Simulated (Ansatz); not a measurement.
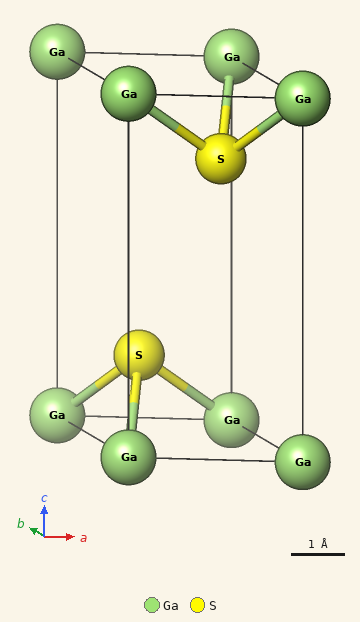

Figure 1. The input geometry (ball-and-stick view of the cell of the calculation, seen slightly off an axis). An atom can appear more than once, as a periodic image. Near neighbours in the periodic cell (some may lie outside the picture): Ga has 6 S at 2.45 Å; S has 3 Ga at 2.45 Å.

GaS$_{2}$: band-structure calculation

GaS$_{2}$ (3 atoms in the cell), computed with DFT PBE, scalar-relativistic, plane waves, PAW, no spin polarisation (Ansatz 0.2.0).

The structure was made by a generator, so it may or may not be a known phase. Figures and captions count atoms from 1; the log counts them from 0 in places.

What the program printed:
```
scf.n_extra_bands = 7 over 13 filled bands (N_el = 25.0): the run solves 20 bands
Engine: ansatz 0.2.0, x86_64-unknown-linux-gnu
Pseudopotentials: kind: paw
Pseudopotential: Ga, paw, valence charge 13, recommended cutoff 420 eV (normal), Ga.paw.azcp
Pseudopotential: S, paw, valence charge 6, recommended cutoff 420 eV (normal), S.paw.azcp
Functional definition: PBE
  parameter kappa = 0.804
  parameter beta = 0.06672455060314922
  exchange = pbe_x(kappa = kappa, mu = beta*pi^2/3)
  correlation = pbe_c(beta = beta)
Crystal: 3 atoms, lattice volume = 70.102 Å³
Basis set: ecut = 420 eV, 1393 PW (Γ), exchange–correlation on 48×48×100 points (8 copies of the dense FFT grid, shifted against one another)
Bands: 20, of which v1, the nominal top of the filled ones, is band 13 counted from 1 (12 counted from 0)
Symmetry: 12 space group operations
Space group: P-3m1 (ITA 164), of the structure as read, at distance tolerance 4.1e-5 Å
k-points: 266 of 2592
Non-local potential: Ga, projectors of the file, l = 0: 2, l = 1: 2, l = 2: 3, l = 3: 1
Non-local potential: S, projectors of the file, l = 0: 2, l = 1: 2, l = 2: 2
PAW form: soft (Blöchl's): semilocal exchange-correlation on the pseudo side does not see the compensation charge
PAW one-centre angular grid: Ga, 590 points (default); XC on 64 Gauss nodes
PAW one-centre angular grid: S, 110 points (default); XC on 64 Gauss nodes
Initial density: superposition of atomic densities (neutral atoms: chi_scale 0, normalization atom), corrected by the library's trained network
Initial wavefunctions: pseudopotential atomic-orbital guess
Functional: x = pbe(κ = 0.804, μ = 0.2195149727645171), c = pbe(β = 0.06672455060314922)
SCF iter   1: F=—  HF=-5587.605477 eV  |F-HF|=—  |Δ(HF+E_count)|=         —  Δρ=2.74e-3  dr2=4.44e-3  ethr=1.77e-3  ⟨swp⟩=5.8  Hψ=28984  notcnv=0  defer=156
preconditioner: auto → LDOS  [metal: Δε(μ)=0.001 eV  Ē_g=15.624 eV  σ=0.100 eV  W_gap=0.01  n_scr=10 (ndim 8)  ℏωp=22.2 eV  f_vac=0.178  D(μ)=2.65/eV (n_scr^D=24)  β→1.0]
SCF iter   2: F=—  HF=-5587.604694 eV  |F-HF|=—  |Δ(HF+E_count)|=   7.83e-4  Δρ=1.31e-3  dr2=9.60e-4  ethr=1.78e-5  ⟨swp⟩=2.0  Hψ=10758  notcnv=0  defer=240
SCF iter   3: F=—  HF=-5587.604525 eV  |F-HF|=—  |Δ(HF+E_count)|=   1.69e-4  Δρ=7.21e-4  dr2=2.48e-4  ethr=3.84e-6  ⟨swp⟩=2.0  Hψ=8167  notcnv=0  defer=240
SCF iter   4: F=—  HF=-5587.604336 eV  |F-HF|=—  |Δ(HF+E_count)|=   1.89e-4  Δρ=3.11e-4  dr2=6.39e-5  ethr=9.94e-7  ⟨swp⟩=2.5  Hψ=7141  notcnv=0  defer=240
SCF iter   5: F=—  HF=-5587.604181 eV  |F-HF|=—  |Δ(HF+E_count)|=   1.55e-4  Δρ=9.02e-5  dr2=3.79e-6  ethr=2.56e-7  ⟨swp⟩=2.0  Hψ=8142  notcnv=0  defer=240
SCF iter   6: F=—  HF=-5587.604179 eV  |F-HF|=—  |Δ(HF+E_count)|=   2.21e-6  Δρ=2.07e-5  dr2=1.72e-7  ethr=1.52e-8  ⟨swp⟩=2.4  Hψ=8127  notcnv=0  defer=240
SCF iter   7: F=-5587.604178 eV  HF=-5587.604178 eV  |F-HF|=7.91e-11  |Δ(HF+E_count)|=   2.97e-9  Δρ=1.49e-6  dr2=1.42e-9  ethr=4.00e-10  ⟨swp⟩=13.7  Hψ=39301  notcnv=0
SCF 1 converged in 7 iterations: F = -5587.604178 eV  dr2 = 1.42e-9
  greatest PAW one-centre occupation: 0.995 electrons in one spin orbital (limit 2), on the Ga atom at site 0 (counted from 0), in its partial waves of l = 2
NSCF: frozen V_eff on 129 k-points
NSCF: frozen V_eff on 472 k-points
SCF converged after 7 iterations
Free energy (F): -5587.604178 eV
Harris-Foulkes:  -5587.604178 eV  (|F-HF|=7.91e-11)
Internal energy: -5587.590815 eV  (E = F + TS)
E sigma→0 (E₀):  -5587.597497 eV
Entropy (-TS):   -0.013363 eV (-4.454 meV/atom)
Fermi energy:    3.895156 eV
--- Per-component energies (eV) ---
  E_band       = -117.577052
  E_kinetic    = 326.123730
  E_local      = -3473.293776  (includes V_loc(G=0)·N_el)
  E_nonlocal   = 485.937055
  E_hartree    = 1600.945265
  E_xc         = -260.698011
  E_vxc        = -229.615432  (∫ρ·V_xc dr)
  E_paw        = -3193.709207  (= ΣΔE_a)
  E_vpaw       = -428.618506  (= ΣTr[D̂ρ^β])
  E_aug_tail   = -0.000097  (compensation charges beyond the density's cutoff)
  E_ewald      = -1072.895774
  E_smearing   = -0.013363  (= −TS)
  E_closure    = 0.000000  (closes the sum)
  Σ components = -5587.604178   (vs F -5587.604178, Δ=0.00e0)
--- Forces (eV/Å), atoms counted from 1 ---
  atom   1  Ga    -0.00000000     0.00000000     0.00000000
  atom   2  S      0.00000000     0.00000000    -0.00003762
  atom   3  S      0.00000000    -0.00000000     0.00003762
  max |Σ_I F_I| component: 1.05e-30 eV/Å
--- Stress (GPa, compression-positive) ---
        0.000977       0.000000       0.000000
        0.000000       0.000977       0.000000
        0.000000       0.000000       0.019779
  P = ⅓ Tr σ = 0.0072 GPa (0.072 kbar)
--- Band table (eV; the first three rows and the last of 266) ---
  k-point 0: bands = ["-10.1858", "-10.1858", "-10.1402", "-10.0842", "-10.0842", "-9.9419", "-8.4085", "-1.2658", "2.8708", "4.3072", "4.3072", "4.4720", "4.4720", "7.6668", "9.7847", "11.0526", "11.0526", "11.4844", "14.1390", "14.3526"]
  k-point 1: bands = ["-10.1858", "-10.1858", "-10.1402", "-10.0842", "-10.0842", "-9.9397", "-8.4136", "-1.2350", "2.7834", "4.3064", "4.3064", "4.4731", "4.4731", "7.7925", "9.7852", "11.0494", "11.0494", "11.4909", "14.0004", "14.3438"]
  k-point 2: bands = ["-10.1858", "-10.1858", "-10.1400", "-10.0842", "-10.0842", "-9.9342", "-8.4260", "-1.1574", "2.5791", "4.3043", "4.3043", "4.4758", "4.4758", "8.0978", "9.7854", "11.0420", "11.0420", "11.5128", "13.6589", "14.3234"]
  k-point 265: bands = ["-10.3559", "-10.3559", "-10.0960", "-10.0960", "-10.0536", "-7.0736", "-7.0736", "-2.1226", "0.2654", "0.2654", "0.5333", "3.1304", "3.1304", "7.1398", "10.1029", "10.1029", "11.9088", "14.1908", "14.5517", "14.8740"]
--- Löwdin populations: 3 sites ---
  site symbol       q [e]
     0     Ga     12.7700
     1      S      6.0534
     2      S      6.0534
  spilling = 0.004927 (of n_electrons = 25.000000)
--- Bader charges: 3 sites ---
  site symbol  charge [e]  shift [e]
     0     Ga      1.2094     0.0009
     1      S     -0.6047     0.0004
     2      S     -0.6047     0.0004
  estimated error of the sums over rays = 5.4e-4 e
```

File bader_charges.tsv:
```
# site	symbol	x_ang	y_ang	z_ang	partial_charge_e	electrons	volume_ang3	relative_density_drop	shared_charge_e	partial_wave_shift_e
# quadrature_error_electrons = 5.4e-4
0	Ga	0.0000	0.0000	0.0000	1.20944	29.79056	10.54	-	1.20944	0.00087
1	S	0.0000	1.9347	1.5017	-0.60472	16.60472	28.14	-	-0.60472	0.00044
2	S	1.6755	0.9673	5.7072	-0.60472	16.60472	28.14	-	-0.60472	0.00044
```

File populations.tsv:
```
# site	symbol	l	j	q
# orbitals = lowdin
# n_electrons = 25.000000
# spilling = 0.004927
0	Ga	0_4S	-	1.016517
0	Ga	1_4P	-	1.762347
0	Ga	2_3D	-	9.991107
1	S	0_3S	-	1.744038
1	S	1_3P	-	4.309394
2	S	0_3S	-	1.744038
2	S	1_3P	-	4.309394
```

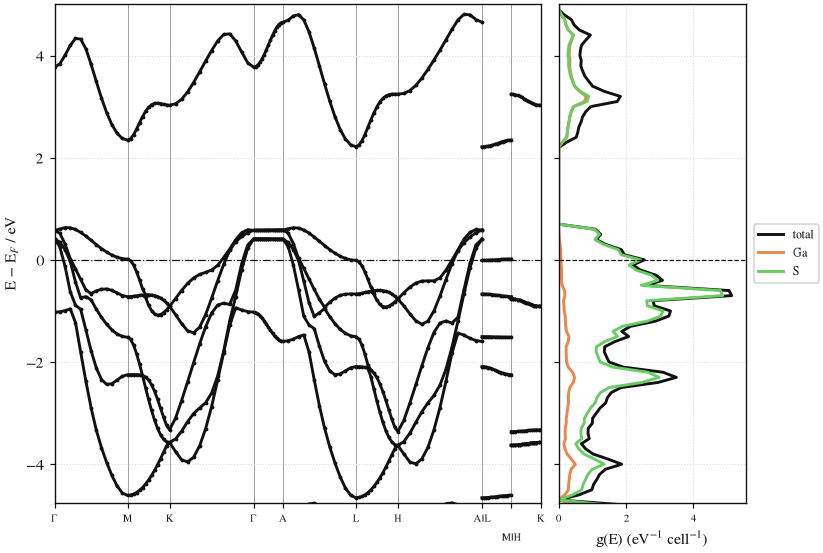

Figure 2. Band structure along Γ–M–K–Γ–A–L–H–A|L–M|H–K and density of states (projected on Löwdin-orthogonalised atomic shells), with energies from the Fermi level. Bands cross the Fermi level: a metal at this level of theory.

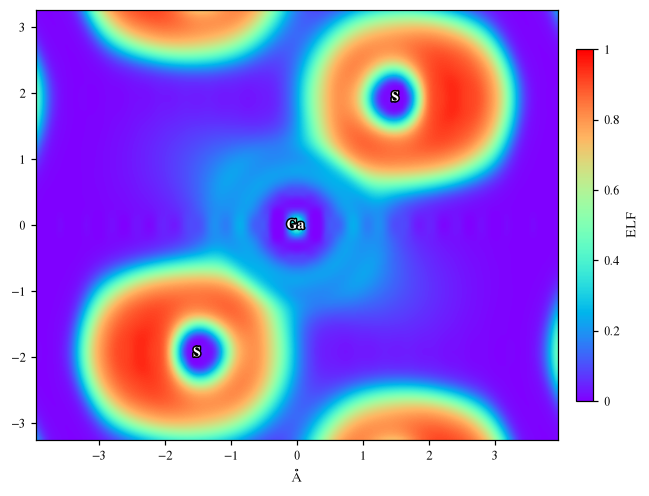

Figure 3. Electron localisation function on the (110) plane of the conventional cell. Ga–S (2.45 Å): the ELF is about 0.60 at the midpoint. The fields are those of the smooth PAW valence density.

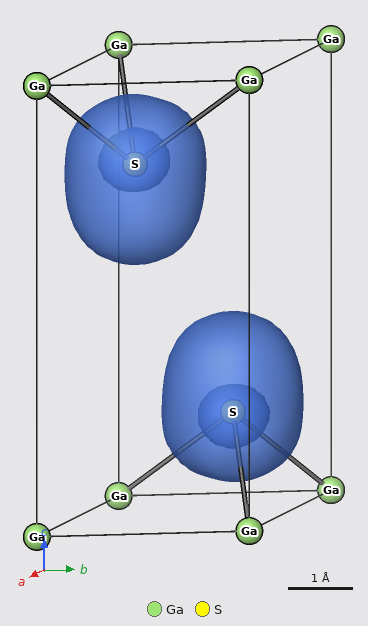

Figure 4. Isosurface of the ELF at 0.7 (blue), seen slightly off an axis. Core shells and regions of very low density are left out. Sticks mark near contacts. The outline is the cell set on symmetry axes. Along the contacts the grid gives the following. Ga–S (2.45 Å): the ELF is about 0.60 at the midpoint.

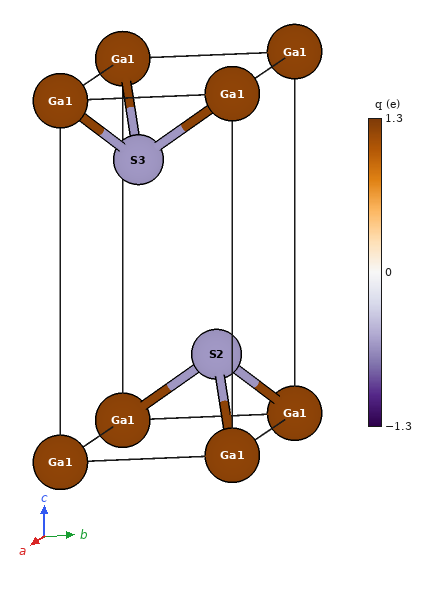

Figure 5. Bader charges, as the colour of each atom (ball-and-stick view of the cell of the calculation, seen slightly off an axis; atoms are numbered from 1 in the order of the input). By element: Ga +1.21 and S −0.60 e.

This output came from the following input.

The input:
```yaml
crystal:
  lattice:
    - [3.3509224464, 0.0, 0.0]
    - [-1.6754612232, 2.9019839647, 0.0]
    - [0.0, 0.0, 7.2089415079]
  atoms:
    - { symbol: Ga, position: [0.0, 0.0, 0.0] }
    - { symbol: S, position: [0.3333333333, 0.6666666667, 0.2083157486] }
    - { symbol: S, position: [0.6666666667, 0.3333333333, 0.7916842514] }
basis:
  ecutwfc: 420
kpoints:
  mp_grid: { grid: [18, 18, 8] }
  band_path:
    path:
      - [[0.0, 0.0, 0.0], [0.5, 0.0, 0.0], [0.33333333, 0.33333333, 0.0], [0.0, 0.0, 0.0], [0.0, 0.0, 0.5], [0.5, 0.0, 0.5], [0.33333333, 0.33333333, 0.5], [0.0, 0.0, 0.5]]
      - [[0.5, 0.0, 0.5], [0.5, 0.0, 0.0]]
      - [[0.33333333, 0.33333333, 0.5], [0.33333333, 0.33333333, 0.0]]
    npoints: 14
hamiltonian:
  xc: pbe
scf:
  occupations: { method: gaussian, width: 0.1 }
  n_extra_bands: 7
output:
  forces: true
  stress: true
  eigenvalues: true
  populations: true
  dos: { projected: true, de: 0.02, nscf_kmesh: { grid: [22, 22, 10] } }
  bader: true
  write_density: true
  write_potential: true
  elf: true
  volumetric_format: npy
```

Launched with:
```bash
ansatz run input.yaml --threads 1 --pin off --max-ram 2560MiB --backend cpu --events-out ev --progress --plain --runs-dir out
```

Results in brief:

| quantity | value |
| --- | --- |
| outcome | converged |
| space group (tolerance 0.01 Å) | P-3m1 (164) |
| electrons treated | 25 |
| free energy | −5587.6042 eV |
| Fermi energy | 3.895 eV |
| gap on the k-point mesh | none (metallic) |
| pressure | 0.01 GPa |
| largest force (length of the vector) | under 0.001 eV/Å |
| hardware | 1 thread of Intel Xeon (Sapphire Rapids), 64 GiB of memory available, shared host |
| wall time | 50 s |
| peak memory | 0.71 GiB |

The cell holds an odd number of electrons but the run has no spin polarisation, so a band is left half filled.
